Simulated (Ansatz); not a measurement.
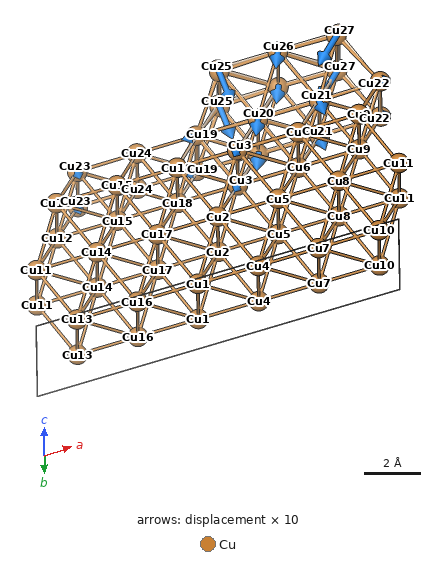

This is a constrained relaxation of a slab of composition Cu (cut from the Fm-3m phase). The starting structure is drawn faded, the final one solid; blue arrows show the displacements, magnified 10 times.

The picture is a ball-and-stick view of the 1 × 2 repeat of the cell, outlined in the plane, without the vacuum (origin shifted), seen from a free direction.

Case: stripe over 3 of 6 cells, two steps. 12 atoms are held fixed.

The calculation used DFT PBEsol, scalar-relativistic, plane waves, PAW (Ansatz 0.2.0). (plane-wave cutoff 420 eV; k-point mesh 3 × 18 × 1; occupations gaussian; smearing width 0.1 eV; no spin polarisation; dipole correction; atoms relaxed in a fixed cell; force threshold 0.02 eV/Å; at most 45 steps)

> Describe the change and its energy.

The energy falls by 0.102 eV per cell of the calculation in 4 geometry steps. The largest force component goes from 0.49 to 0.0026 eV/Å. The atom that moves furthest is Cu25 (0.16 Å at 19° to the normal (−c side)). The cell doesn't change. Among the contacts that change: Cu20–Cu25 2.520 → 2.424 Å, Cu21–Cu27 2.520 → 2.433 Å, Cu19–Cu25 2.520 → 2.448 Å, Cu26–Cu27 2.520 → 2.464 Å. Cost: 15 min on 4 threads of Intel(R) Xeon(R) Platinum 8488C (Sapphire Rapids) (shared host), peak memory 5.5 GiB.
